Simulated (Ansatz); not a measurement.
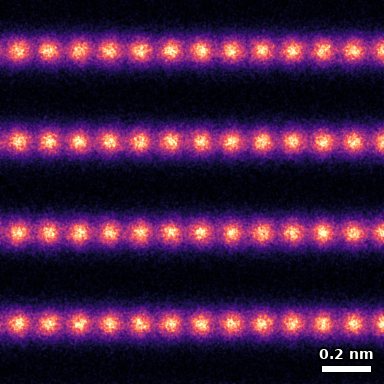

iDPC-like image of C. Simulated as the projected potential of neutral atoms (B = 0.3 Å²) blurred by a 0.50 Å probe, the thin-sample limit of integrated differential phase contrast. Shot noise was added.

**Give the net of the columns and its spacings.**

The pattern repeats on a rectangular net of 1.3 × 3.8 Å.

**Which plane group does this projection have?**

p2mm: mirror lines in two perpendicular directions, with twofold points where they cross.

**How many columns does the smallest repeating cell hold, and how many levels of brightness?**

1 column in the primitive cell of 4.8 Å², all of one brightness.

The crystal is C (C2/m, No. 12) seen along [100]. Atomic positions: the end point of a relaxation with DFT PBE, scalar-relativistic, plane waves, PAW (Ansatz); the starting structure was generated, so it need not be a known form of this composition.
